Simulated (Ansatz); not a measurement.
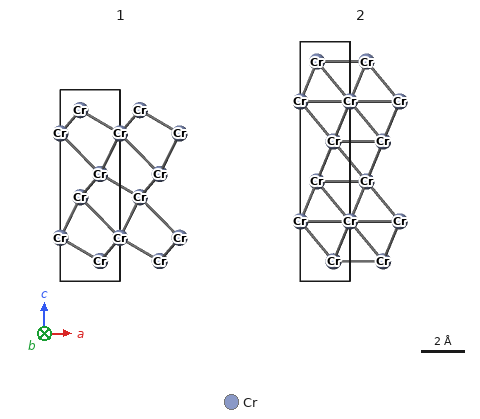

Two geometries of a crystal of Cr (built on the grey arsenic (A7)_166 type) (coarse preliminary run), drawn at one scale. One is the start of a relaxation, the other its converged end. Style: ball-and-stick. Shown: the conventional cell (3 times the calculation's cell), repeated 2 × 1 × 1 with one cell outlined, along the b axis. Lengths and directions refer to the drawn axes.

These are results of DFT PBE, scalar-relativistic, plane waves, PAW in Ansatz 0.2.0, not measurements. Set-up: plane-wave cutoff 420 eV; k-point mesh 6 × 6 × 6; occupations gaussian; smearing width 0.1 eV; no spin polarisation; cell and atoms relaxed; force threshold 0.04 eV/Å; at most 70 steps.

**Which geometry has the lower energy?**

Structure 2 is the relaxed one. Case: grey arsenic (A7) type (R-3m, No. 166). Over 9 accepted moves (11 points after the start) the energy falls by 847 meV per atom. Largest force component: 2.9 eV/Å at the start, 0.00018 eV/Å at the end. Pressure: −1.45 GPa at the start and −0.15 GPa at the end. At 2 points the geometry stayed and the basis and grid were re-selected for the new cell (energy shift of 28.6 meV per atom at most each time). The largest moves relative to the cell, 0.25 Å, are those of Cr atoms. The drawn cell changes as follows: a = b 3.242 → 2.700 Å (−16.7 %), c 9.017 → 11.295 Å (+25.3 %); the volume changes by −13.1 %. Among the contacts that change: Cr–Cr 3.242 → 2.700 Å, Cr–Cr 2.170 → 2.444 Å, Cr–Cr 2.673 → 2.444 Å. Among the angles between lasting bonds that change: Cr–Cr–Cr 96.7° → 67.1°, Cr–Cr–Cr 93.4° → 112.9°, Cr–Cr–Cr 164.8° → 180.0°. The space group stays R-3m (No. 166).
